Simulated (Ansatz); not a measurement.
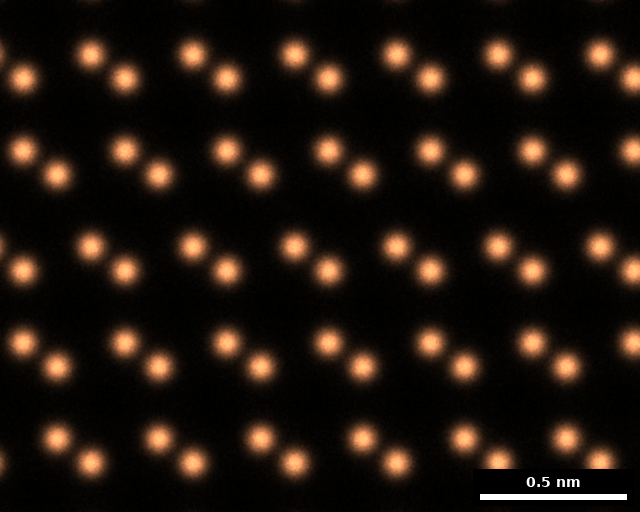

Z-contrast image of Mo (Fd-3m, No. 227) along [110]. The image is simulated as a sum over atoms of Z^1.8, blurred by a 0.69 Å probe (no channelling). The probe carries 15 % of its weight in a tail 2.5 times as wide. Shot noise was added.

One planar defect was built into the perfect crystal by geometry alone, without relaxation. Host structure: coordinates from a relaxation with DFT, revPBE, plane waves (420 eV) with PAW, scalar-relativistic (Ansatz); the starting structure was generated, so it need not be a known form of this composition.

Find the planar defect and say what kind it is.

Answer. A planar fault (a stacking fault) runs horizontally about 7 Å below the top edge. The part above it is shifted along the boundary by 2/3 of the 3.50 Å repeat of the rows (2.3 Å to the right, the same as 1.2 Å to the left); both parts keep the same orientation.
